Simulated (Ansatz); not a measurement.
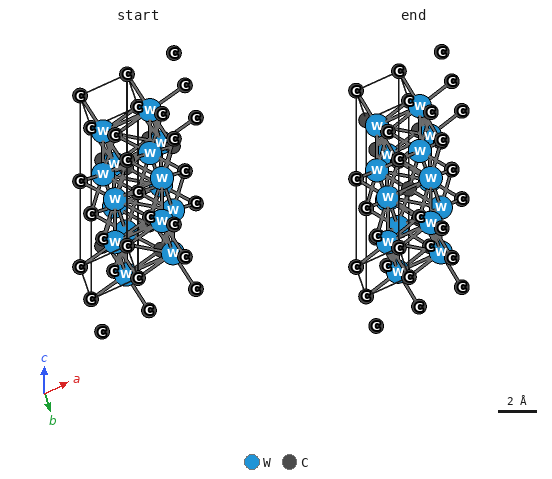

The structure of solid WC (a generated structure, set up in P6_3/mmc) (coarse preliminary run) before (left) and after (right) a relaxation, at one scale.

A ball-and-stick model of the cell of the calculation, repeated 2 × 2 × 1 with one cell outlined, seen from a free direction.

Computed with DFT PBE, scalar-relativistic, plane waves, PAW (Ansatz 0.2.0). Settings: plane-wave cutoff 420 eV; k-point mesh 6 × 6 × 2; occupations gaussian; smearing width 0.1 eV; no spin polarisation; cell and atoms relaxed; force threshold 0.04 eV/Å; at most 70 steps.

Describe what moved and what it gained.

Answer. The energy falls by 286 meV per atom in 5 accepted moves (6 points after the start). Largest force component: 1.4 eV/Å at the start, 0.00076 eV/Å at the end. Pressure: −36.44 GPa at the start and −0.16 GPa at the end. The SCF was repeated once at an unchanged geometry on a basis and grid sized afresh for the cell, which shifted the energy by 1.3 meV per atom at most. The largest moves relative to the cell, 0.023 Å, are those of W atoms. C stays in place. The volume changes by −14.3 %, with a = b 3.259 → 2.974 Å (−8.7 %), c 10.738 → 11.047 Å (+2.9 %). Among the contacts that change: W–W 3.259 → 2.974 Å, W–W 2.685 → 2.808 Å, C–W 2.311 → 2.189 Å, C–W 2.311 → 2.218 Å. Bond angles that change, for instance: W–C–W 71.0° → 78.5°, W–C–W 89.7° → 84.2°, W–C–W 89.7° → 85.6°. The space group stays P6_3/mmc (No. 194). The run took 26 s on 1 thread of Arm Neoverse V1, on a shared host, peak memory 0.37 GiB.
